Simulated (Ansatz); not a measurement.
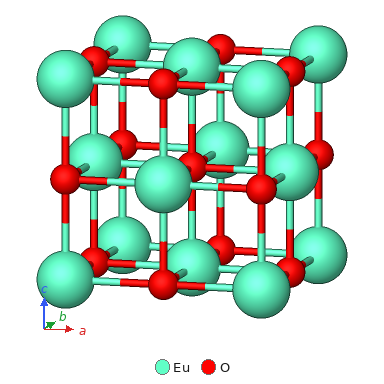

System: EuO, space group Fm-3m (No. 225). The picture shows the conventional cell.

Structure:
```yaml
crystal:
  lattice:
    - [0.00000, 2.57195, 2.57195]
    - [2.57195, 0.00000, 2.57195]
    - [2.57195, 2.57195, 0.00000]
  atoms:
    - { symbol: Eu, position: [0.00000, 0.00000, 0.00000] }
    - { symbol: O, position: [0.50000, 0.50000, 0.50000] }
```

Computed with Ansatz 0.2.0: plane-wave DFT, collinear spins; energies at scaled volumes of the given cell, shape and fractions fixed, counted from the fit's minimum, third-order Birch-Murnaghan fit. Level: PBE, collinear spin.

k mesh 9×9×9; occupations Fermi–Dirac; smearing width 0.05 eV; potentials SSSP precision PAW; wave cutoff 1020 eV; density cutoff 10200 eV.

Predict the energy and pressure against volume. The volume takes the values 15.99, 16.33, 16.67, 17.01, 17.35, 17.69, 18.03 Å³/atom.

A third-order Birch–Murnaghan fit gives V0 = 16.22 Å³/atom, B0 = 99.8 GPa and B′ = 4.9. The energy is 0.99 meV/atom at volume 15.99 Å³/atom and 51.46 meV/atom at 18.03 Å³/atom; the lowest computed point is at volume 16.33 Å³/atom (0.26 meV/atom). The pressure falls from 1.42 GPa at volume 15.99 Å³/atom to −8.19 GPa at 18.03 Å³/atom, and changes sign near 16.22 Å³/atom.

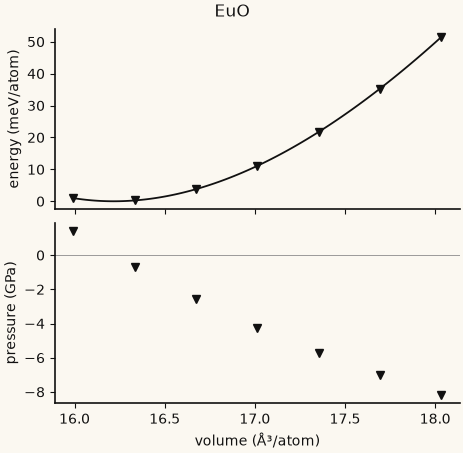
